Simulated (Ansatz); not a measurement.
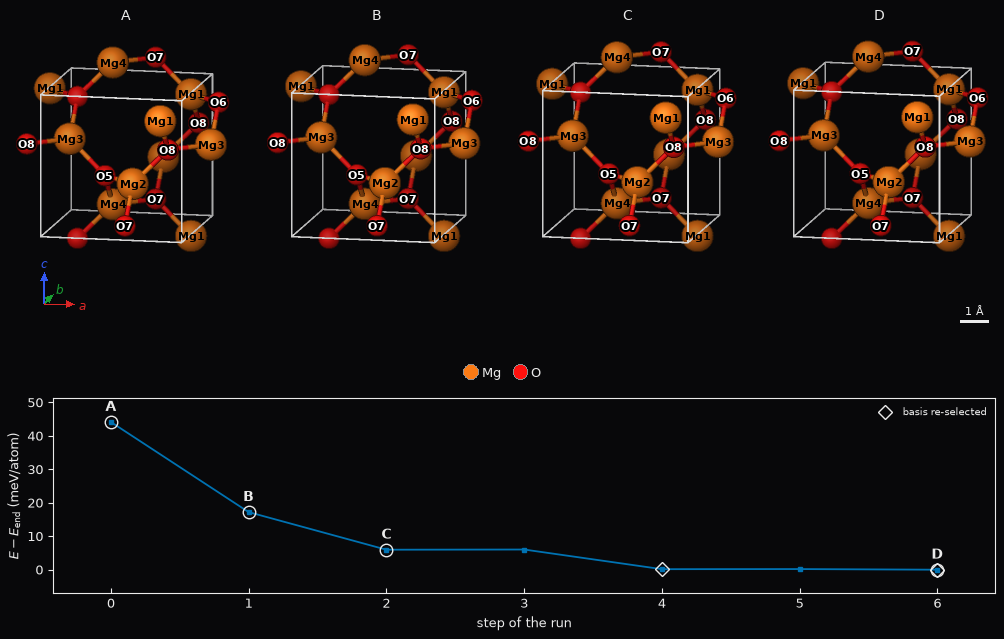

Frames of a relaxation of a crystal of MgO (a generated structure, set up in P4_132) (coarse preliminary run), marked on the history of the run. The picture is a ball-and-stick view of the cell of the calculation, seen slightly off an axis.

Method: Ansatz, DFT PBE, scalar-relativistic, plane waves, PAW. (plane-wave cutoff 420 eV; k-point mesh 4 × 4 × 4; occupations gaussian; smearing width 0.1 eV; no spin polarisation; cell and atoms relaxed; force threshold 0.04 eV/Å; at most 70 steps)

Question: Describe the path.

Answer: Over 4 accepted moves (6 points after the start) the energy falls by 44.2 meV per atom. All forces vanish by symmetry, so only the cell relaxes. Pressure: 8.22 GPa at the start and 0.05 GPa at the end. The SCF was repeated twice at an unchanged geometry on a basis and grid sized afresh for the cell, which shifted the energy by 5.9 meV per atom at most. The atoms keep their places relative to the cell (all moves are under 0.005 Å). The drawn cell changes as follows: a = b = c 5.216 → 5.392 Å (+3.4 %); the volume changes by +10.5 %. Among the contacts that change: Mg1–O6 1.844 → 1.906 Å. The space group stays P4_132 (No. 213). Cost: 32 s on 1 thread of Intel(R) Xeon(R) Platinum 8259CL CPU @ 2.50GHz (Skylake/Cascade Lake), with other jobs on the host, peak memory 0.42 GiB. From step 0 to 1: volume +4.1 %, energy −26.9 meV per atom. From step 1 to 2: volume +4.9 %, energy −11.2 meV per atom. From step 2 to 6: volume +1.2 %, energy −6.0 meV per atom.
